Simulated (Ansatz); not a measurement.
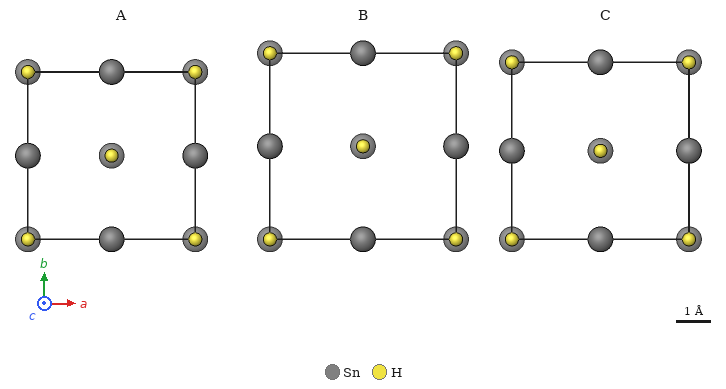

3 geometries from one relaxation of solid SnH (a generated structure, set up in Fm-3m) (coarse preliminary run), in shuffled order. The picture is a ball-and-stick view of the conventional cell (4 times the calculation's cell), seen along the c axis. Lengths and directions refer to the drawn axes.

All numbers below come from DFT PBE, scalar-relativistic, plane waves, PAW (Ansatz). Settings: plane-wave cutoff 420 eV; k-point mesh 6 × 6 × 6; occupations gaussian; smearing width 0.1 eV; no spin polarisation; cell and atoms relaxed; force threshold 0.04 eV/Å; at most 70 steps.

Question: Put them in the order of the run, from the start to the converged end.

Answer: B, C, A. They are steps 0, 1, 4, at +188 meV per atom, +63.0 meV per atom relative to the last. The energy falls by 188 meV per atom in 3 accepted moves (4 points after the start). All forces vanish by symmetry, so only the cell relaxes. Pressure: −7.39 GPa at the start and 0.10 GPa at the end. At 1 point the geometry stayed and the basis and grid were re-selected for the new cell (energy shift of 1.1 meV per atom at most each time). The atoms keep their places relative to the cell (all moves are under 0.005 Å). The drawn cell changes as follows: a = b = c 5.534 → 4.976 Å (−10.1 %); the volume changes by −27.3 %. The space group stays Fm-3m (No. 225). The run took 1.9 s on 1 thread of Intel(R) Xeon(R) 6975P-C (Granite Rapids) (shared host), peak memory 0.33 GiB.
